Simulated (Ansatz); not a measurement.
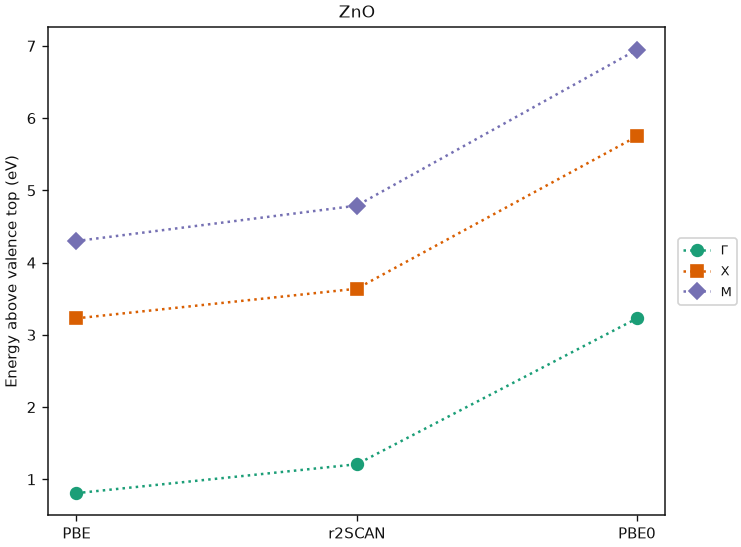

Lowest conduction level at each named k point, counted from the valence-band top at Γ, by several methods on one cell of ZnO, space group P4_2/mnm, 8 atoms in the cell, relaxed with r2SCAN; a = 5.513 Å, c = 3.249 Å (tetragonal axes). All runs are without spin-orbit coupling and carry no moments. The cell is at 6 GPa in PBE.

| method | program | Γ (eV) | X (eV) | M (eV) |
| --- | --- | --- | --- | --- |
| PBE | Ansatz | 0.81 | 3.23 | 4.30 |
| r2SCAN | Ansatz | 1.21 | 3.64 | 4.79 |
| PBE0 | Ansatz | 3.23 | 5.75 | 6.95 |

### Estimate the HSE06 values. It was run as: HSE06, Ansatz PAW set, 4×4×4 k mesh, 420 eV cutoff, fixed occupations (Ansatz 0.2.0).

HSE06 screens off the long-range part of PBE0's exact exchange, so it lies between PBE and PBE0, here 0.69 eV under PBE0 at Γ. HSE06 gives 2.54 eV at Γ, 5.01 eV at X and 6.20 eV at M, which is +1.73 eV from PBE at Γ.

### Does HSE06 shift these levels rigidly from PBE?

The shifts are +1.73 eV at Γ, +1.78 eV at X and +1.90 eV at M, and at points that aren't plotted +1.99 eV (Z), +1.95 eV (R) and +1.74 eV (A): over the named points that both runs hold, a spread of 0.26 eV on a mean of 1.85 eV, so one shift describes them only roughly.

### How do the methods rank at Γ?

From low to high: PBE 0.81, r2SCAN 1.21, HSE06 2.54, PBE0 3.23 eV.

Settings. PBE: Ansatz PAW set, 6×6×8 k mesh, 420 eV cutoff, Fermi-Dirac smearing of 0.02 eV (Ansatz 0.2.0). r2SCAN: Ansatz PAW set, 6×6×8 k mesh, 500 eV cutoff, fixed occupations (Ansatz 0.2.0). PBE0: Ansatz PAW set, 4×4×4 k mesh, 420 eV cutoff, fixed occupations (Ansatz 0.2.0).

The usual form of ZnO is wurtzite. r2SCAN, HSE06 and PBE0: the PAW data sets were made with another functional. LDA, GGA and most meta-GGA functionals understate gaps. HSE06 and PBE0: the k mesh is coarse, so the values aren't converged, least of all with exact exchange.
